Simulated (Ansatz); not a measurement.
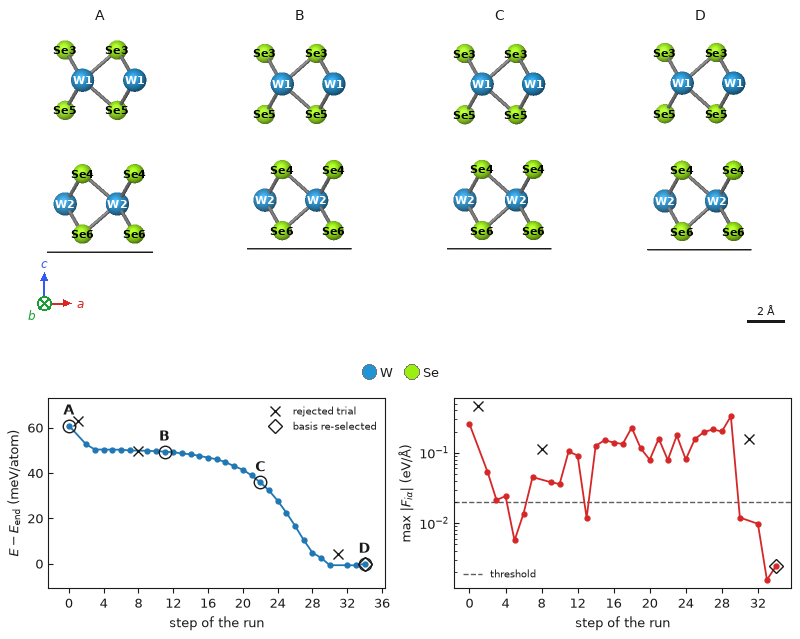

Frames of a relaxation of a crystal of WSe₂ (set up in P-3m1), marked on the history of the run. Style: ball-and-stick. Shown: the 2 × 2 repeat of the cell, outlined in the plane, without the vacuum, along the b axis.

The calculation used Ansatz, DFT PBE+D3(BJ), scalar-relativistic, plane waves, PAW. Set-up: plane-wave cutoff 420 eV; k-point mesh 12 × 12 × 1; occupations gaussian; smearing width 0.02 eV; no spin polarisation; cell and atoms relaxed; force threshold 0.02 eV/Å; at most 70 steps.

### What happens along the run?

The energy falls by 61.0 meV per atom in 30 accepted moves (34 points after the start). Largest force component: 0.26 eV/Å at the start, 0.0024 eV/Å at the end. The line search rejected the trial steps at points 1, 8, 31 of the run. At 1 point the geometry stayed and the basis and grid were re-selected for the new cell (energy shift of 0.7 meV per atom at most each time). The largest moves relative to the cell and the layer's centre, 0.18 Å, are those of Se4 and Se5. Se4 goes along the normal (+c). Largest moves by element: Se 0.18 Å, W 0.16 Å. In the plane the drawn cell goes a 6.636 → 6.557 Å (−1.2 %), b 6.636 → 6.557 Å (−1.2 %). The space group stays P-3m1 (No. 164). Cost: 4.5 min on 2 threads of Arm Neoverse V1, with other jobs on the host, peak memory 0.61 GiB. From step 0 to 11: Se atoms move most (0.23 Å), energy −11.5 meV per atom. From step 11 to 22: energy −13.5 meV per atom. From step 22 to 34: W and Se atoms move most (0.05 Å), energy −36.0 meV per atom.

```
step  E − E(0), meV/atom  largest force component, eV/Å                      note
   0                0.00                         0.2563                          
   1                2.08                         0.4550                  rejected
   2               -8.33                         0.0538                          
   3              -10.55                         0.0214                          
   4              -10.57                         0.0242                          
   5              -10.60                         0.0057                          
   6              -10.65                         0.0137                          
   7              -10.96                         0.0451                          
   8              -11.10                         0.1132                  rejected
   9              -11.12                         0.0383                          
  10              -11.27                         0.0359                          
  11              -11.49                         0.1043                          
  13              -12.26                         0.0119                          
  14              -12.66                         0.1251                          
  15              -13.35                         0.1512                          
  16              -14.13                         0.1396                          
  18              -16.10                         0.2271                          
  19              -17.89                         0.1156                          
  20              -19.45                         0.0796                          
  21              -21.96                         0.1593                          
  23              -28.57                         0.1759                          
  24              -33.11                         0.0804                          
  25              -38.36                         0.1562                          
  26              -44.18                         0.1960                          
  28              -56.00                         0.2005                          
  29              -58.35                         0.3300                          
  30              -61.57                         0.0120                          
  31              -56.64                         0.1551                  rejected
  33              -61.64                         0.0016                          
  34              -60.97                         0.0024  same geometry, new basis
```
